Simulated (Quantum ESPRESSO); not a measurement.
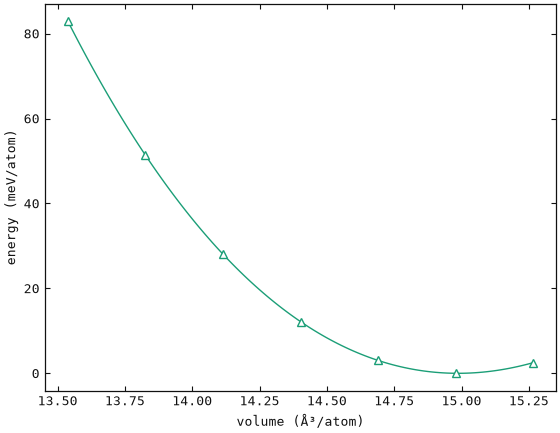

Plotted: energy against volume for SiO₂, space group P4_12_12 (No. 92).

Starting cell:
```
Si O
1.0
     4.98200    0.00000    0.00000
     0.00000    4.98200    0.00000
     0.00000    0.00000    6.96300
Si O
4 8
Direct
  0.79897 0.20103 0.75000
  0.70103 0.70103 0.50000
  0.20103 0.79897 0.25000
  0.29897 0.29897 0.00000
  0.10347 0.23989 0.82187
  0.26011 0.60347 0.07187
  0.89653 0.76011 0.32187
  0.73989 0.39653 0.57187
  0.60347 0.26011 0.92813
  0.76011 0.89653 0.67813
  0.39653 0.73989 0.42813
  0.23989 0.10347 0.17813
```

Calculation (Quantum ESPRESSO 7.5): plane-wave DFT, no spin polarisation; energies at scaled volumes of the given cell, shape and fractions fixed, counted from the fit's minimum, third-order Birch-Murnaghan fit. Level: PBE.

k mesh 6×6×4; occupations Fermi–Dirac; smearing width 0.05 eV; potentials SSSP 1.3 efficiency PBE; wave cutoff 748.3 eV; density cutoff 5987 eV.

From this curve and the settings, what does the calculation give for the pressure at the same points?

The pressure falls from 19.80 GPa at volume 13.54 Å³/atom to −3.00 GPa at 15.27 Å³/atom, and changes sign near 14.97 Å³/atom.

| volume (Å³/atom) | pressure (GPa) |
| --- | --- |
| 13.54 | 19.80 |
| 13.83 | 14.99 |
| 14.11 | 10.65 |
| 14.40 | 6.72 |
| 14.69 | 3.16 |
| 14.98 | −0.08 |
| 15.27 | −3.00 |

Note: shape and atomic fractions are frozen while scaling, which makes layered, chain and framework solids too stiff.
